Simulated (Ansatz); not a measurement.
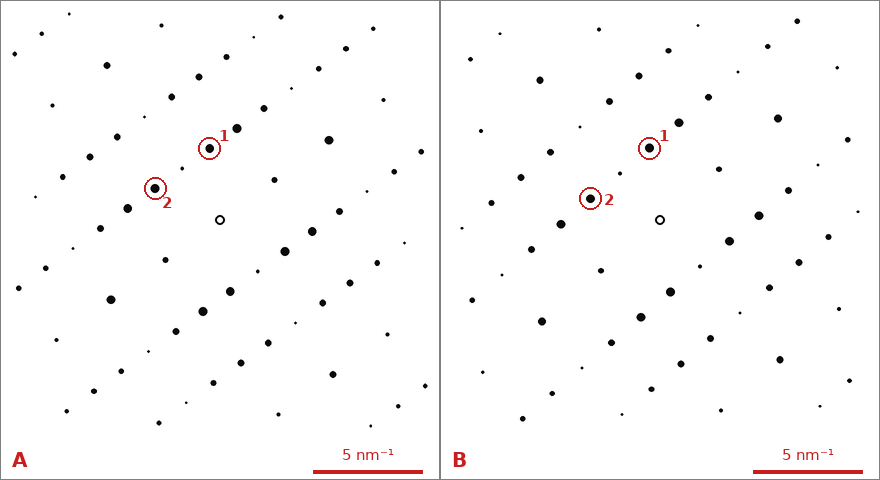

Kinematic electron diffraction patterns (200 kV, B = 0.5 Å², same scale) along [110] of the run's own cell, for the start and the end of one relaxation of MnSb with Ansatz 0.2.0, DFT PBE, scalar-relativistic, plane waves, PAW. k mesh 12×12×6. The start is a generated model structure, and the relaxation ends in the nearest stationary point of its symmetry, not necessarily the ground state. Spot 1 is -1 1 -1 and spot 2 is -1 1 1 in both.

Start structure:

```
Mn Sb
1.0
     3.94242    0.00000    0.00000
    -1.97121    3.41423    0.00000
     0.00000    0.00000    6.44505
Mn Sb
2 2
Direct
  0.00000 0.00000 0.00000
  0.00000 0.00000 0.50000
  0.33333 0.66667 0.25000
  0.66667 0.33333 0.75000
```

Which pattern belongs to the start structure, and which to the relaxed one?

A is the start: its cell gives d(1) = 3.017 Å, d(2) = 3.017 Å and an angle of 55.8°. B is the relaxed structure, with d(1) = 2.997 Å (-0.7 %), d(2) = 2.997 Å (-0.7 %) and 64.8°.

What did the relaxation do to the structure and the energy?

The volume changed by -6.2 % to 20.35 Å³ an atom; the fractional coordinates hardly changed; the space group stayed P6_3/mmc (No. 194); the free energy fell by 85 meV an atom. Relaxed cell: a = 4.098 Å, b = 4.098 Å, c = 5.596 Å, α = 90.00°, β = 90.00°, γ = 120.00°.
